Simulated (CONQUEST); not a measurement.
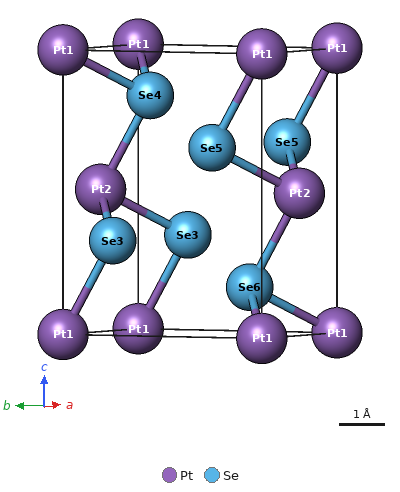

**Figure 1.** The structure as given in the input (ball-and-stick view of the cell of the calculation, seen at an oblique angle; atoms are numbered from 1 in the order of the input). Near neighbours in the crystal (not all of them lie inside the picture): Pt has 6 Se at 2.46 Å; Se has 3 Pt at 2.46 Å.

## Run report: PtSe2, single-point calculation at one volume of an equation of state

The run: single-point calculation at one volume of an equation of state of PtSe2 (6 atoms in the cell). Method and program: Kohn-Sham DFT of a periodic cell, PBE, PseudoDojo NC PBE, no spin polarisation (CONQUEST 1.3).

The structure derives from an entry of the Crystallography Open Database. It belongs to a series of runs on one base structure; here: volume scaled by 0.96.

**Log**
```
Simulation cell dimensions:     6.9422 a0 x     9.4365 a0 x    12.0243 a0

      Atomic coordinates (a0)
         Atom         X         Y         Z  Species
            1    0.0000    0.0000    0.0000        1
            2    3.4711    0.0000    6.0121        1
            3    0.0000    7.0774    4.0081        2
            4    3.4711    7.0774   10.0202        2
            5    0.0000    2.3591    8.0162        2
            6    3.4711    2.3591    2.0040        2

         Monkhorst-Pack mesh:   7 x   5 x   4 gamma-centred
        This calculation includes non-local pseudopotentials,
         with a maximum core radius of      7.29280361

    Job title: PtSe2
    Job to be run: static calculation

    Ground state search:
      Support functions represented with PAO basis
      1:1 PAO to SF mapping
      Non-spin-polarised electrons
      Solving for the K matrix using diagonalisation
      Using Fermi-Dirac smearing

    Integration grid size:     36 x   48 x   64

    Integration grid spacing:  0.193 a0 x 0.197 a0 x 0.188 a0

    Number of species:  2
    --------------------------------------------------------
    |   #  mass (au)  Charge (e)  SF Rad (a0)  NSF  Label  |
    --------------------------------------------------------
    |   1    195.080      18.000        7.667   19  Pt     |
    |   2     78.960      16.000        6.684   18  Se     |
    --------------------------------------------------------
          SCF tolerance:                 0.00000100
          SCF iterations:               100

    The functional used will be GGA PBE96

           radial cut-off to be used is taken to be max PAO cut-off radius for this species:    7.292804

           greatest ang. mom. for making density from PAOs:  2

           radial cut-off to be used is taken to be max PAO cut-off radius for this species:    6.366323

           greatest ang. mom. for making density from PAOs:  2
    Minimum blocs/proc is     1728. Maximum blocs/proc is     1728
    set_atom_dens: In set_atomic_density, electrons :     100.000000000000
 matrix_size & matrix_size_padH =          110         110

    Screened ion int: energy:    -571.655493439958 Ha

    new_SC_potl: Starting.  Tolerance:  0.10000E-05

    PulayMixSC: Starting Pulay mixing, A_up =  0.500 A_dn =  0.500
    PulayMixSC: Spin non-polarised calculation.
          Harris-Foulkes Energy            :      -746.160143510257853 Ha
          GroundState Energy (E-(1/2)TS)   :      -746.160153632056563 Ha
          Free Energy (E-TS)               :      -746.160163753855272 Ha
          DFT Total Energy                 :      -745.914349497878334 Ha
          Total number of electrons        :        99.999999999999503
    PulayMixSC: Pulay iteration     1 residual:              0.24185E-02
          Harris-Foulkes Energy            :      -746.191979269732769 Ha
          GroundState Energy (E-(1/2)TS)   :      -746.192256076904869 Ha
          Free Energy (E-TS)               :      -746.192532884076968 Ha
          DFT Total Energy                 :      -745.799817330211454 Ha
          Total number of electrons        :       100.000028854184606
    PulayMixSC: Pulay iteration     2 residual:              0.19101E-02
          Harris-Foulkes Energy            :      -746.108803079626114 Ha
          GroundState Energy (E-(1/2)TS)   :      -746.108890469624839 Ha
          Free Energy (E-TS)               :      -746.108977859623565 Ha
          DFT Total Energy                 :      -746.074424096454436 Ha
          Total number of electrons        :       100.000036661917861
    PulayMixSC: Pulay iteration     3 residual:              0.86756E-03
          Harris-Foulkes Energy            :      -746.100910545737065 Ha
          GroundState Energy (E-(1/2)TS)   :      -746.101130202210925 Ha
          Free Energy (E-TS)               :      -746.101349858684785 Ha
          DFT Total Energy                 :      -746.100684202463071 Ha
          Total number of electrons        :       100.000056378798433
    PulayMixSC: Pulay iteration     4 residual:              0.53647E-04
          Harris-Foulkes Energy            :      -746.100867404765836 Ha
          GroundState Energy (E-(1/2)TS)   :      -746.101077144360033 Ha
          Free Energy (E-TS)               :      -746.101286883954231 Ha
          DFT Total Energy                 :      -746.100847159853288 Ha
          Total number of electrons        :       100.000057368006338
    PulayMixSC: Pulay iteration     5 residual:              0.17241E-04
          Harris-Foulkes Energy            :      -746.100855321055747 Ha
          GroundState Energy (E-(1/2)TS)   :      -746.101068423221932 Ha
          Free Energy (E-TS)               :      -746.101281525388231 Ha
          DFT Total Energy                 :      -746.100854810086503 Ha
          Total number of electrons        :       100.000058520899131
    PulayMixSC: Pulay iteration     6 residual:              0.30215E-05
          Harris-Foulkes Energy            :      -746.100856552622531 Ha
          GroundState Energy (E-(1/2)TS)   :      -746.101068974303644 Ha
          Free Energy (E-TS)               :      -746.101281395984870 Ha
          DFT Total Energy                 :      -746.100856407995707 Ha
          Total number of electrons        :       100.000056438444034
    PulayMixSC: Pulay iteration     7 residual:              0.13897E-05
          Harris-Foulkes Energy            :      -746.100856508472589 Ha
          GroundState Energy (E-(1/2)TS)   :      -746.101069124069909 Ha
          Free Energy (E-TS)               :      -746.101281739667115 Ha
          DFT Total Energy                 :      -746.100856506559580 Ha
          Total number of electrons        :       100.000055516490249
    PulayMixSC: Pulay iteration     8 residual:              0.13873E-06
    PulayMixSC: Reached SCF tolerance of  0.13873E-06 after      8 iterations
      | Number of electrons      =       100.000056
      |* band energy as 2Tr[K.H] =      -134.913980532769159 Ha
      |  screened ion-ion energy =      -571.655493439958263 Ha
      |  Ha correction           =         2.704307894048440 Ha
      |  XC correction           =       -42.235700120987175 Ha
      | GS Energy as E-(1/2)TS   =      -746.101069124069909 Ha
      | Free Energy as E-TS      =      -746.101281739667115 Ha
      |* Harris-Foulkes energy   =      -746.100856508472589 Ha
      |* DFT total energy        =      -746.100856506559580 Ha
      |  estimated accuracy      =        -0.000000001913008 Ha

    force: Forces on atoms (Ha/a0)
    force:  Atom   X              Y              Z
    force:     1   0.0000000000   0.0000000000   0.0000000000
    force:     2   0.0000000000  -0.0000000000  -0.0000000000
    force:     3   0.0000000000  -0.0348269225  -0.0004096492
    force:     4   0.0000000000  -0.0348269225  -0.0004096492
    force:     5   0.0000000000   0.0348269225   0.0004096492
    force:     6   0.0000000000   0.0348269225   0.0004096492

    force: Maximum force :        0.03482692(Ha/a0) on atom         5 in y direction
    force: Force Residual:        0.02843803 Ha/a0
    force: Total stress:        -19.00355799     0.00000000     0.00000000 GPa
                             0.00000000   -14.98534569    -0.01278677
                             0.00000000    -0.01278677   -19.43162139
    force: Average pressure:     17.80684169 GPa

    force: Finished force
    get_E_and_F: Change in energy during last step of electronic optimisation:  0.44150E-07

    BIBLIOGRAPHY: Please consider citing the following references in the conquest.bib file

    CONQUEST:         Bowler2002pt, Miyazaki2004, Nakata2020
    Basis:            Bowler2019
    DM:               Bowler:2006xr
    Pseudopotentials: Hamann2013, Bowler2019
    XC functional:    Perdew1996
```

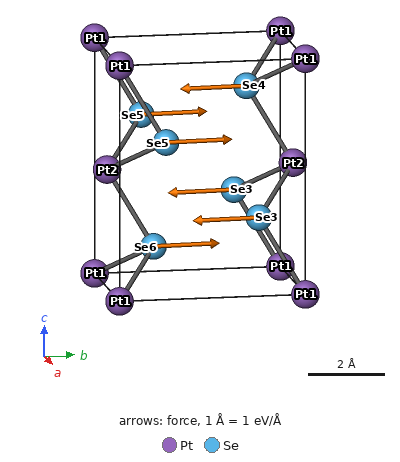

**Figure 2.** Forces on the atoms as orange arrows (ball-and-stick view of the cell of the calculation, seen slightly off an axis; atoms are numbered from 1 in the order of the input). The largest act on all 4 Se atoms (1.79 eV/Å). The geometry is not a stationary point of this energy.

The run was set up as follows.

**Input**
```
IO.Title PtSe2
IO.Coordinates coords.dat
IO.FractionalAtomicCoords T
IO.Iprint 2
IO.Iprint_init 1
General.NumberOfSpecies 2
General.PseudopotentialType hamann
AtomMove.TypeOfRun static
AtomMove.FullStress T
Grid.PointsAlongX 36
Grid.PointsAlongY 48
Grid.PointsAlongZ 64
DM.SolutionMethod diagon
Diag.MPMesh T
Diag.GammaCentred T
Diag.MPMeshX 7
Diag.MPMeshY 5
Diag.MPMeshZ 4
Diag.kT 0.00183747
minE.SCTolerance 1e-6
SC.MaxIters 100
IO.AtomChargeOutput T
%block ChemicalSpeciesLabel
1 195.080 Pt
2 78.960 Se
%endblock
```

Launched with:
```bash
Conquest
```

**Key numbers**

- outcome: converged
- space group (tolerance 0.01 Å): P-3m1 (164)
- electrons treated: 100
- free energy: −20302.4502 eV
- Fermi energy: −3.889 eV
- gap on the k-point mesh: none (metallic)
- pressure: 17.81 GPa
- largest force (length of the vector): 1.791 eV/Å
- hardware: 1 thread of AMD EPYC (Zen 5), 16 GiB of memory available, shared host
- wall time: 48 s
- peak memory: 0.94 GiB

Spin–orbit coupling is left out, which matters for Pt. The cell is under a pressure of 17.8 GPa at this level, so it is not at its equilibrium volume.
